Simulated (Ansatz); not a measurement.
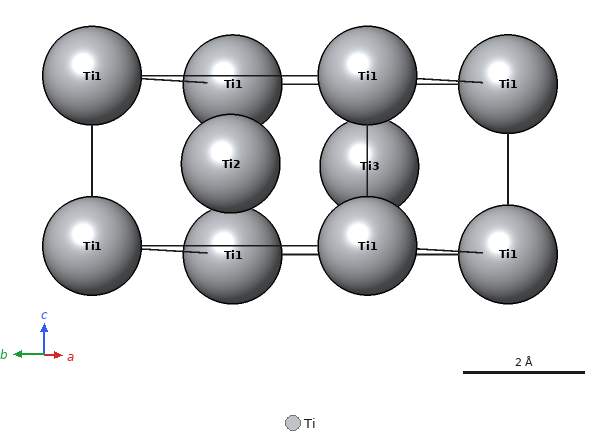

**Figure 1.** The structure as given in the input (spheres-only view of the cell of the calculation, seen at an oblique angle; atoms are numbered from 1 in the order of the input).

# From Ti to Si

System: Ti (P6/mmm, 3 atoms in the cell).
Method of run A: DFT PBE, scalar-relativistic, plane waves, PAW, no spin polarisation (Ansatz 0.2.0).
System of run B: Si (P6/mmm, 3 atoms in the cell).

On run A: The structure derives from a Materials Project entry. On run B: The structure was made by swapping elements on the sites of another compound; it need not be a known phase. It belongs to a series of runs on one base structure; here: Ti -> Si on all its sites, cell and atoms relaxed. Text and figures count atoms from 1; the logs count them from 0 in places.

## Input, run A
```yaml
crystal:
  lattice:
    - [4.5673748306, 0.0, 0.0]
    - [-2.2836874153, 3.9554626319, 0.0]
    - [0.0, 0.0, 2.82624427]
  atoms:
    - { symbol: Ti, position: [0.0, 0.0, 0.0] }
    - { symbol: Ti, position: [0.33333333, 0.66666667, 0.5] }
    - { symbol: Ti, position: [0.66666667, 0.33333333, 0.5] }
basis:
  ecutwfc: 420
kpoints:
  mp_grid: { grid: [6, 6, 6] }
hamiltonian:
  xc: pbe
scf:
  occupations: { method: gaussian, width: 0.1 }
output:
  forces: true
  stress: true
  eigenvalues: true
```

Command:
```bash
ansatz run input.yaml --threads 1 --pin off --max-ram 2560MiB --backend cpu --events-out ev --progress --plain --runs-dir out
```

Hardware: 1 thread of Intel Xeon (Granite Rapids), 128 GiB of memory available, shared host.

## Output, shortened to warnings, some set-up lines, iterations and results (run A)
```
Basis set: ecut = 420 eV, 975 PW (Γ), exchange–correlation on 64×64×40 points (8 copies of the dense FFT grid, shifted against one another)
Symmetry: 24 space group operations
k-points: 28 of 216
Initial density: superposition of atomic densities (neutral atoms: chi_scale 0, normalization atom), corrected by the library's trained network
[...]
SCF iter   1: F=—  HF=-7499.037805 eV  |F-HF|=—  |Δ(HF+E_count)|=         —  Δρ=1.09e-2  dr2=8.11e-2  ethr=1.77e-3  ⟨swp⟩=4.0  Hψ=2089  notcnv=0
SCF iter   2: F=—  HF=-7499.029204 eV  |F-HF|=—  |Δ(HF+E_count)|=   8.60e-3  Δρ=6.65e-3  dr2=3.56e-2  ethr=2.25e-4  ⟨swp⟩=1.1  Hψ=845  notcnv=0
SCF iter   3: F=—  HF=-7499.025021 eV  |F-HF|=—  |Δ(HF+E_count)|=   4.18e-3  Δρ=7.73e-4  dr2=5.63e-4  ethr=9.90e-5  ⟨swp⟩=2.0  Hψ=793  notcnv=0
SCF iter   4: F=—  HF=-7499.025017 eV  |F-HF|=—  |Δ(HF+E_count)|=   4.91e-6  Δρ=2.58e-4  dr2=6.12e-5  ethr=1.56e-6  ⟨swp⟩=2.1  Hψ=799  notcnv=0
SCF iter   5: F=—  HF=-7499.024951 eV  |F-HF|=—  |Δ(HF+E_count)|=   6.54e-5  Δρ=7.30e-5  dr2=2.93e-6  ethr=1.70e-7  ⟨swp⟩=1.8  Hψ=678  notcnv=0
SCF iter   6: F=—  HF=-7499.024951 eV  |F-HF|=—  |Δ(HF+E_count)|=   2.05e-7  Δρ=1.67e-5  dr2=2.39e-7  ethr=8.14e-9  ⟨swp⟩=2.1  Hψ=824  notcnv=0
SCF iter   7: F=-7499.024951 eV  HF=-7499.024951 eV  |F-HF|=1.11e-9  |Δ(HF+E_count)|=   1.62e-8  Δρ=2.00e-6  dr2=2.14e-9  ethr=2.78e-10  ⟨swp⟩=4.0  Hψ=1883  notcnv=0
SCF 1 converged in 7 iterations: F = -7499.024951 eV  dr2 = 2.14e-9
SCF converged after 7 iterations
Free energy (F): -7499.024951 eV
Harris-Foulkes:  -7499.024951 eV  (|F-HF|=1.11e-9)
Internal energy: -7499.010717 eV  (E = F + TS)
E sigma→0 (E₀):  -7499.017834 eV
Entropy (-TS):   -0.014234 eV (-4.745 meV/atom)
Fermi energy:    13.556427 eV
--- Per-component energies (eV) ---
  E_band       = -462.239219
  E_kinetic    = 818.395921
  E_local      = -2414.089183  (includes V_loc(G=0)·N_el)
  E_nonlocal   = 24.384098
  E_hartree    = 994.304224
  E_xc         = -292.863211
  E_vxc        = -366.444271  (∫ρ·V_xc dr)
  E_paw        = -3143.030887  (= ΣΔE_a)
  E_vpaw       = -513.093244  (= ΣTr[D̂ρ^β])
  E_aug_tail   = 0.000367  (compensation charges beyond the density's cutoff)
  E_ewald      = -3486.112046
  E_smearing   = -0.014234  (= −TS)
  E_closure    = 0.000000  (closes the sum)
  Σ components = -7499.024951   (vs F -7499.024951, Δ=0.00e0)
--- Forces (eV/Å), atoms counted from 1 ---
  atom   1  Ti     0.00000000     0.00000000     0.00000000
  atom   2  Ti     0.00000000     0.00000000     0.00000000
  atom   3  Ti    -0.00000000    -0.00000000     0.00000000
  max |Σ_I F_I| component: 1.05e-30 eV/Å
--- Stress (GPa, compression-positive) ---
        1.003005      -0.000000       0.000000
       -0.000000       1.003005       0.000000
        0.000000       0.000000       0.861793
  P = ⅓ Tr σ = 0.9559 GPa (9.559 kbar)
```

The input of run B differs as follows (lines with − go, lines with + come):
```diff
-    - [4.5673748306, 0.0, 0.0]
-    - [-2.2836874153, 3.9554626319, 0.0]
-    - [0.0, 0.0, 2.82624427]
+    - [3.5802656344, 0.0, 0.0]
+    - [-1.7901328172, 3.1006009917, 0.0]
+    - [0.0, 0.0, 2.2141827761]
-    - { symbol: Ti, position: [0.0, 0.0, 0.0] }
-    - { symbol: Ti, position: [0.33333333, 0.66666667, 0.5] }
-    - { symbol: Ti, position: [0.66666667, 0.33333333, 0.5] }
+    - { symbol: Si, position: [0.0, 0.0, 0.0] }
+    - { symbol: Si, position: [0.3333333333, 0.6666666667, 0.5] }
+    - { symbol: Si, position: [0.6666666667, 0.3333333333, 0.5] }
-  mp_grid: { grid: [6, 6, 6] }
+  mp_grid: { grid: [6, 6, 8] }
```

How does run B compare with run A?

The total energies belong to different systems, so their difference says nothing on which is more stable or more accurate. The pressure goes from 0.96 to 190.02 GPa. The volume per atom goes from 17.02 to 8.19 Å³. The SCF takes 6 iterations against 7. The irreducible k-points go from 28 to 35. The plane waves at Γ go from 975 to 481.

## Output, shortened to warnings, some set-up lines, iterations and results (run B)
```
Basis set: ecut = 420 eV, 481 PW (Γ), exchange–correlation on 48×48×30 points (8 copies of the dense FFT grid, shifted against one another)
Symmetry: 24 space group operations
k-points: 35 of 288
Initial density: superposition of atomic densities (neutral atoms: chi_scale 0, normalization atom), corrected by the library's trained network
[...]
SCF iter   1: F=—  HF=-1898.960034 eV  |F-HF|=—  |Δ(HF+E_count)|=         —  Δρ=1.26e-2  dr2=3.49e-2  ethr=1.77e-3  ⟨swp⟩=6.7  Hψ=2833  notcnv=0
SCF iter   2: F=—  HF=-1898.948642 eV  |F-HF|=—  |Δ(HF+E_count)|=   1.14e-2  Δρ=5.00e-3  dr2=4.12e-3  ethr=2.90e-4  ⟨swp⟩=1.3  Hψ=645  notcnv=0
SCF iter   3: F=—  HF=-1898.947340 eV  |F-HF|=—  |Δ(HF+E_count)|=   1.30e-3  Δρ=1.23e-3  dr2=3.43e-4  ethr=3.43e-5  ⟨swp⟩=2.1  Hψ=528  notcnv=0
SCF iter   4: F=—  HF=-1898.947229 eV  |F-HF|=—  |Δ(HF+E_count)|=   1.11e-4  Δρ=1.85e-4  dr2=3.91e-6  ethr=2.86e-6  ⟨swp⟩=2.5  Hψ=536  notcnv=0
SCF iter   5: F=—  HF=-1898.947161 eV  |F-HF|=—  |Δ(HF+E_count)|=   6.78e-5  Δρ=2.13e-5  dr2=4.48e-8  ethr=3.26e-8  ⟨swp⟩=2.1  Hψ=553  notcnv=0
SCF iter   6: F=-1898.947161 eV  HF=-1898.947161 eV  |F-HF|=2.00e-10  |Δ(HF+E_count)|=   1.14e-8  Δρ=2.34e-6  dr2=4.65e-10  ethr=3.74e-10  ⟨swp⟩=3.2  Hψ=1475  notcnv=0
SCF 1 converged in 6 iterations: F = -1898.947161 eV  dr2 = 4.65e-10
SCF converged after 6 iterations
Free energy (F): -1898.947161 eV
Harris-Foulkes:  -1898.947161 eV  (|F-HF|=2.00e-10)
Internal energy: -1898.944544 eV  (E = F + TS)
E sigma→0 (E₀):  -1898.945853 eV
Entropy (-TS):   -0.002617 eV (-0.872 meV/atom)
Fermi energy:    20.259093 eV
--- Per-component energies (eV) ---
  E_band       = 146.578375
  E_kinetic    = 174.672801
  E_local      = 59.909926  (includes V_loc(G=0)·N_el)
  E_nonlocal   = 86.768042
  E_hartree    = 1.042413
  E_xc         = -186.888832
  E_vxc        = -168.077249  (∫ρ·V_xc dr)
  E_paw        = -1540.212039  (= ΣΔE_a)
  E_vpaw       = -8.780011  (= ΣTr[D̂ρ^β])
  E_aug_tail   = 0.000019  (compensation charges beyond the density's cutoff)
  E_ewald      = -494.236873
  E_smearing   = -0.002617  (= −TS)
  E_closure    = 0.000000  (closes the sum)
  Σ components = -1898.947161   (vs F -1898.947161, Δ=0.00e0)
--- Forces (eV/Å), atoms counted from 1 ---
  atom   1  Si     0.00000000    -0.00000000     0.00000000
  atom   2  Si     0.00000000    -0.00000000     0.00000000
  atom   3  Si    -0.00000000     0.00000000     0.00000000
  max |Σ_I F_I| component: 9.25e-18 eV/Å
--- Stress (GPa, compression-positive) ---
      205.242748       0.000000       0.000000
       -0.000000     205.242748       0.000000
        0.000000       0.000000     159.583740
  P = ⅓ Tr σ = 190.0231 GPa (1900.231 kbar)
```

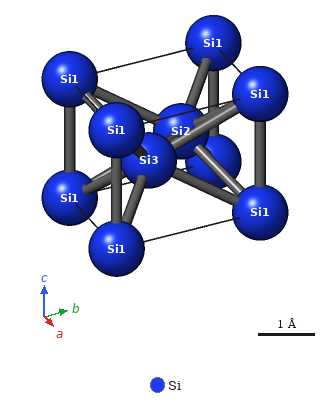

**Figure 2.** The input structure of run B (ball-and-stick view of the cell of the calculation, seen slightly off an axis; atoms are numbered from 1 in the order of the input).

## The two runs side by side

```csv
quantity,run A,run B
outcome,converged,converged
free energy per atom (eV),−2499.6750,−632.9824
"energy per atom, smearing taken to zero (eV)",−2499.6726,−632.9820
gap on the mesh (eV),0.00,0.00
pressure (GPa),0.96,190.02
volume per atom (Å³),17.02,8.19
largest force (eV/Å),0.000,0.000
SCF iterations,7,6
irreducible k-points,28,35
plane waves at Γ,975,481
```

For run B: The cell is under a pressure of 190 GPa at this level, so it is not at its equilibrium volume.
